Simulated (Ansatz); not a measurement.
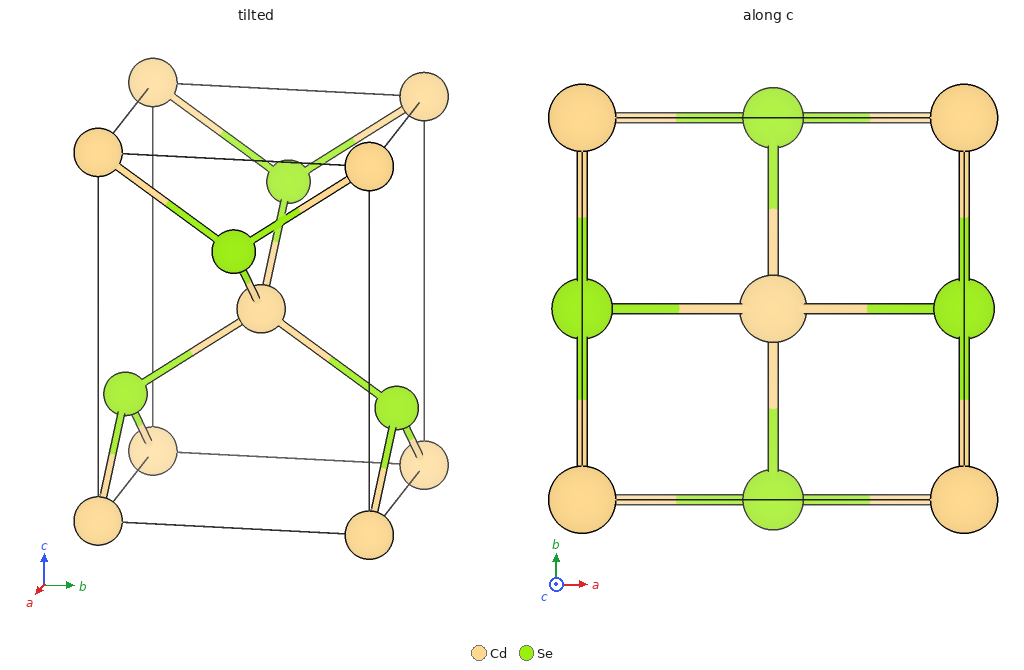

Shown here is a ball-and-stick view of the crystal, taken slightly off an axis and along the c axis. The conventional unit cell is drawn as a box.

CdSe, space group I-4m2 (No. 119), a = 4.34 Å, b = 4.34 Å, c = 5.99 Å, α = 90.00°, β = 90.00°, γ = 90.00°.

Results below were computed with DFT PBE, scalar-relativistic, plane waves, PAW in Ansatz 0.2.0; the settings were a cutoff energy of 420 eV, k-points about 0.18 Å⁻¹ apart, Gaussian smearing of 0.05 eV, no spin polarisation.

How large a gap does the method give, if there is one?

Answer. A semiconductor at this level, with a gap of 0.55 eV on the k-mesh (the true edges may lie between mesh points, so the gap can be somewhat smaller).

What is the pressure at this volume?

Answer. The computed pressure is 2.6 GPa (compressed: it would expand).

Origin of the cell: a structure listed in the Materials Project. The cell was then strained or its atoms displaced on purpose. It was run through Ansatz as a DFT input.
